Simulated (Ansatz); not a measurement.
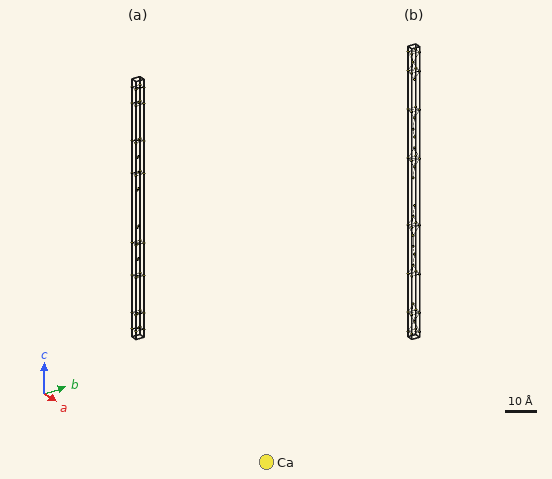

The structure of solid Ca (built on the C_166 type) (coarse preliminary run) before (left) and after (right) a relaxation, at one scale.

The picture is a ball-and-stick view of the conventional cell (3 times the calculation's cell), seen slightly off an axis. Lengths and directions refer to the drawn axes.

Case: C type (R-3m, No. 166).

These are results of DFT PBE, scalar-relativistic, plane waves, PAW (Ansatz), not measurements.

Input
```yaml
crystal:
  lattice:
    - [2.0020698096, 1.1558955434, 29.0273067203]
    - [-2.0020698096, 1.1558955434, 29.0273067203]
    - [0.0, -2.311791087, 29.0273067203]
  atoms:
    - { symbol: Ca, position: [0.239, 0.239, 0.239] }
    - { symbol: Ca, position: [0.761, 0.761, 0.761] }
    - { symbol: Ca, position: [0.094, 0.094, 0.094] }
    - { symbol: Ca, position: [0.906, 0.906, 0.906] }
    - { symbol: Ca, position: [0.031, 0.031, 0.031] }
    - { symbol: Ca, position: [0.969, 0.969, 0.969] }
    - { symbol: Ca, position: [0.365, 0.365, 0.365] }
    - { symbol: Ca, position: [0.635, 0.635, 0.635] }
basis:
  ecutwfc: 420
kpoints:
  mp_grid: { grid: [6, 6, 6] }
hamiltonian:
  xc: pbe
scf:
  occupations: { method: gaussian, width: 0.1 }
  lower_state_search: "off"
output:
  forces: true
  stress: true
  eigenvalues: true
relax:
  adjacent_minimum: "off"
  f_tol: 0.04
  max_steps: 70
  cell: { stress_tol: 0.4 }
```

Q: Describe what moved and what it gained.

A: The largest moves relative to the cell, 2.17 Å, are those of Ca1 and Ca2. Ca2 goes along +c. The volume changes by +5.5 %, with a = b 4.004 → 3.875 Å (−3.2 %), c 87.082 → 98.120 Å (+12.7 %). Among the contacts that change: Ca3–Ca7 5.900 → 3.913 Å, Ca5–Ca6 5.399 → 3.664 Å, Ca5–Ca7 2.313 → 3.931 Å, Ca1–Ca4 2.312 → 3.867 Å. New bonds form: Ca3–Ca7 (5.90 → 3.91 Å), Ca4–Ca8 (5.90 → 3.91 Å), Ca5–Ca6 (5.40 → 3.66 Å). The space group stays R-3m (No. 166). Over 22 accepted moves (23 points after the start) the energy falls by 3105 meV per atom. The largest force component goes from 0.34 to 0.013 eV/Å. The pressure goes from 7.32 to 0.00 GPa. The SCF was repeated once at an unchanged geometry on a basis and grid sized afresh for the cell, which shifted the energy by 0.2 meV per atom at most. The run took of the order of 9 core-minutes on a shared host.
